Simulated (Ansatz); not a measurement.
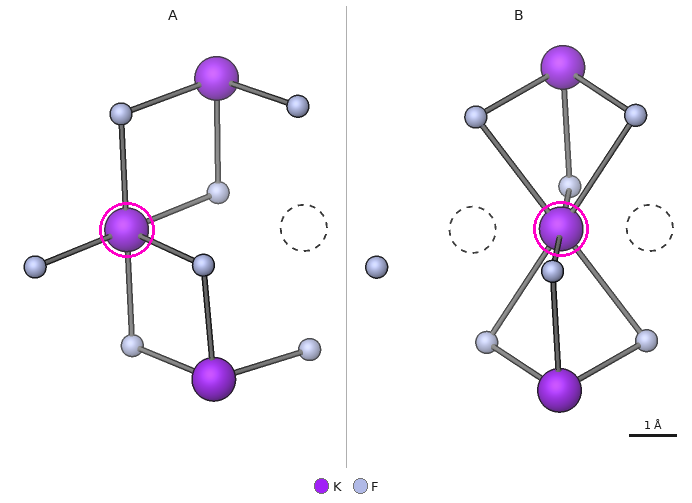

A vacancy jump of potassium in KF (Fm-3m phase), in a cell of charge −1 (on a uniform background) with 15 atoms, whose images lie 7.7 Å apart. One frame is the relaxed vacancy; in the other the neighbouring K atom (ringed) was set half-way along its jump of 3.83 Å and all atoms were relaxed in the symmetry of that start. Dashed circles mark empty sites. Style: ball-and-stick. Shown: the slice 3.8 Å thick through the jump, out to 4.3 Å from its middle, across the jump.

All numbers below come from DFT PBE, scalar-relativistic, plane waves, PAW (Ansatz). Set-up: plane-wave cutoff 420 eV; k-point mesh 4 × 4 × 4; occupations gaussian; smearing width 0.05 eV; no spin polarisation; atoms relaxed in a fixed cell; force threshold 0.02 eV/Å.

**Which frame is the half-way one, and how far apart are the two in energy?**

Frame B is the half-way start after relaxation. It lies 0.66 eV above the relaxed vacancy. The atom stays half-way, on the straight line. The symmetry of the start was kept and can hold it there, so for a path with one hump at the middle this is the barrier or an upper bound to it. There it has 2 F as nearest neighbours, the closest at 2.35 Å. The gap on the mesh is 5.67 eV with the relaxed vacancy and 5.40 eV half-way.

Limits of the set-up: the periodic images lie only 7.7 Å apart, so the values are limited by the cell's size; the cell is charged, on a uniform background, and energies carry no finite-size correction.
